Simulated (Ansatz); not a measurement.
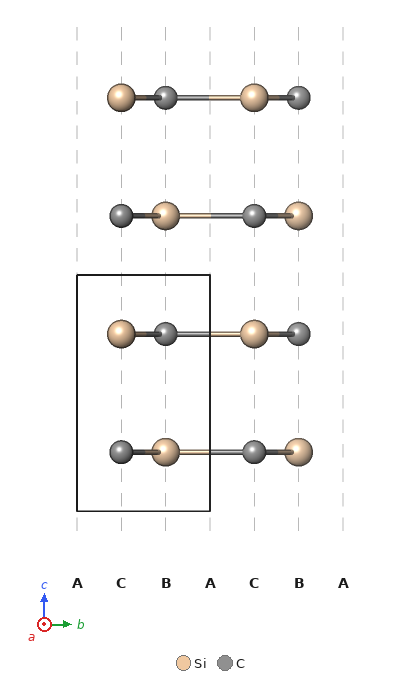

The picture looks along a close-packed row of the hexagonal mesh; c points upwards. The dashed lines mark the three columns A (0, 0), B (1/3, 2/3) and C (2/3, 1/3). The sequence starts with the first layer at or above the cell's origin.

SiC: the geometry relaxed with DFT, PBE, plane waves, PAW in Ansatz 0.2.0; the starting structure was generated, so it need not be a known form of this composition.

> List the layers of one repeat.

Si(B)+C(C) – C(B)+Si(C) (two layers in 4.87 Å).
